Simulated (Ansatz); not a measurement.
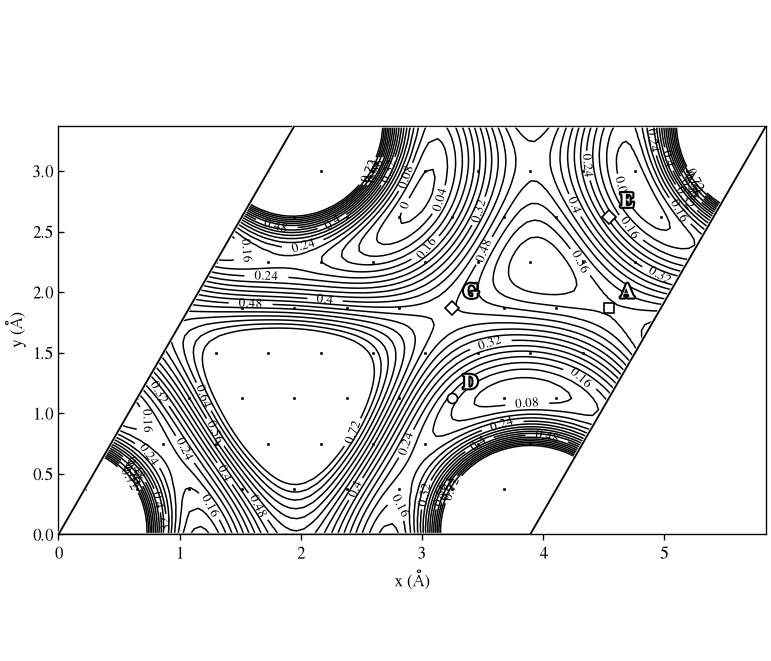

AlP (F-43m phase) with one H guest (13 atoms in the cell, cell charge +1). A guest moved over a lattice plane through the rigid host; the plane is (1 −1 1) of the conventional cell, half-way across the widest gap between atomic layers, origin above P10. Places are given modulo a cell vector. The map is drawn in real space over the plane of the scan. Nothing is relaxed (host rigid, guest held in the plane). The grid has 9 × 9 points. Energies: eV per cell, counted from the lowest grid point. The band gap closes in part of the range. The cell is charged on a uniform background, without a charge correction. The calculation used Ansatz, DFT PBE, scalar-relativistic, plane waves, PAW. Settings: cutoff 420 eV, k-mesh 4×4×4, gaussian smearing 0.05 eV, no spin polarisation.

The picture shows contour lines labelled in eV (none above 0.72), dots at the grid points, the outline of one cell of the plane, lettered points. Between grid points the surface is interpolated.

Question: Is G the lowest point of the computed grid?

Answer: No. G lies 0.48 eV above the lowest grid point, which is at (3/9, 8/9) of the cell vectors [nearest 1 Al at 1.65 Å and 1 P at 1.65 Å].

PAW datasets: the set soft_1.
